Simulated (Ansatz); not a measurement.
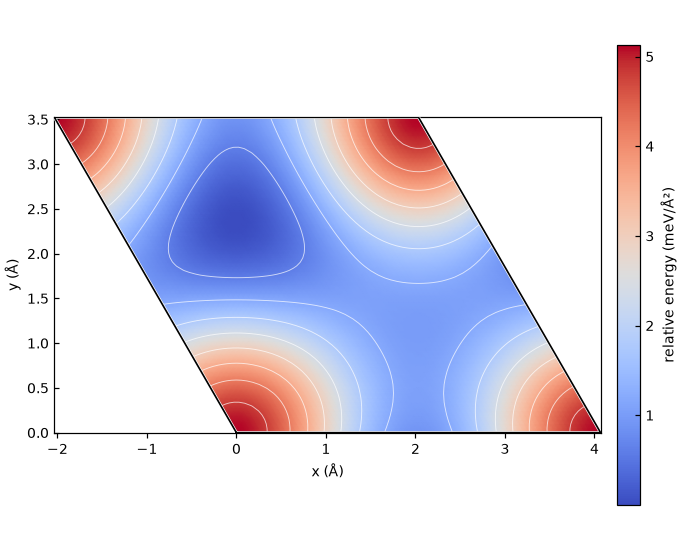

A bilayer of two Sb sheets of the honeycomb type (4 atoms in the cell). 
- The upper layer of a bilayer is slid over the lower one; relaxed at each slide: nothing; the origin of the map has Sb4 above Sb1; the distance between the facing planes is held at 3.85 Å.
- Places are given modulo a cell vector. The map is drawn in real space over the plane of the slide.
- The grid has 9 × 9 points; 19 points were computed and 62 follow by symmetry.
- All energies are given in meV/Å² relative to the lowest grid point.
- At a held distance the lowest stacking need not be the one that binds best once the distance relaxes.
- Method: DFT PBE+D3(BJ), scalar-relativistic, plane waves, PAW (Ansatz 0.2.0). Settings: cutoff 420 eV, k-mesh 9×9×1, gaussian smearing 0.05 eV, no spin polarisation.

In the figure: a smooth colour map with a few white contour lines, the outline of one cell of the plane. Between grid points the surface is interpolated.

The lowest grid point is at (3/9, 6/9) of the cell vectors. The highest grid point, (0/9, 0/9) of the cell vectors, lies 5.13 meV/Å² above the lowest. On the interpolated surface the easiest way out of the lowest well to its copy in the next cell or period passes a barrier of about 1.1 meV/Å². Facing atoms of the upper layer at the lowest point: Sb above Sb of a deeper plane; at the highest: Sb above Sb.

The upper layer is now turned by 180 degrees about the normal; all else is set up alike.

### How does the landscape change?

The lowest place stays at (3/9, 6/9) of the cell vectors. The span from the lowest to the highest grid point grows from 5.13 to 6.02 meV/Å². The easiest pass out of the lowest well goes from about 1.1 to about 0.51 meV/Å² on the interpolated surfaces. In the new map: facing atoms of the upper layer at the lowest point: Sb above Sb of a deeper plane; at the highest: Sb above Sb.

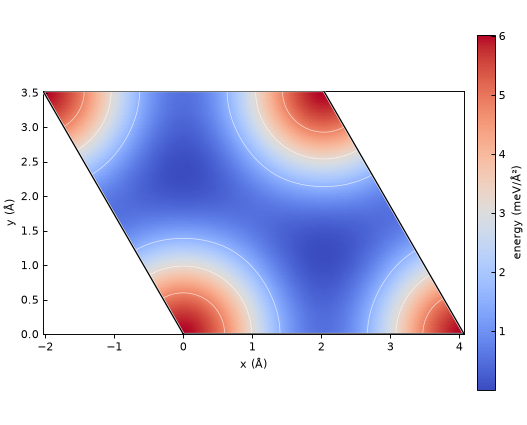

The map after the change, on a colour scale of its own. In the figure: a smooth colour map with a few white contour lines, the outline of one cell of the plane. Between grid points the surface is interpolated.
